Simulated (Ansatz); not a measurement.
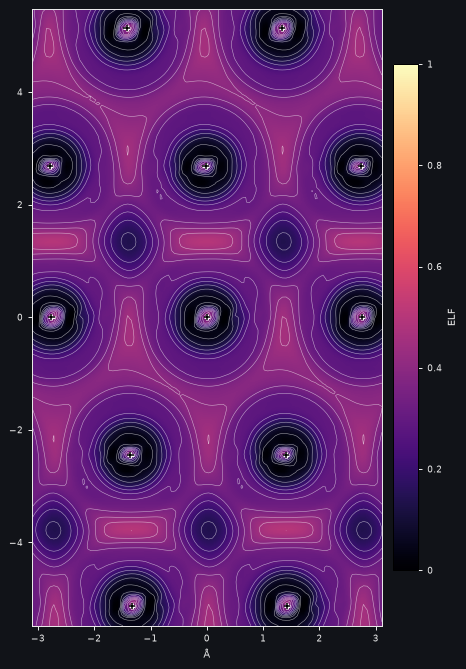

The electron localisation function on a plane through atoms (crosses mark nuclei in the plane).

These are results of Kohn-Sham DFT of a periodic cell, PBEsol, Ansatz PAW (Ansatz), not measurements.

Candidates:
A. Ga, a = 2.76 Å, b = 3.26 Å, c = 4.18 Å, α = 90.00°, β = 108.61°, γ = 90.00°. Space group P2₁/m; a structure from a database of computed crystals, not necessarily the ambient phase.
B. TiAl, a = 2.80 Å, b = 2.80 Å, c = 4.00 Å, α = 90.00°, β = 90.00°, γ = 90.00°. Space group P4/mmm.
C. CoSi₂, a = 5.25 Å, b = 5.25 Å, c = 5.25 Å, α = 90.00°, β = 90.00°, γ = 90.00°. Space group Fm-3m; computed pressure about 8 GPa in this cell; the program warned that a starting moment wasn't kept; spin-polarised, but the moments vanished.

> Which candidate gave the map?

Candidate A: Ga on the (011) plane of the conventional cell, which holds Ga. Ga–Ga (2.69 Å): the ELF reaches about 0.50 near the midpoint. Ga–Ga (2.76 Å): the ELF is about 0.45 at the midpoint.
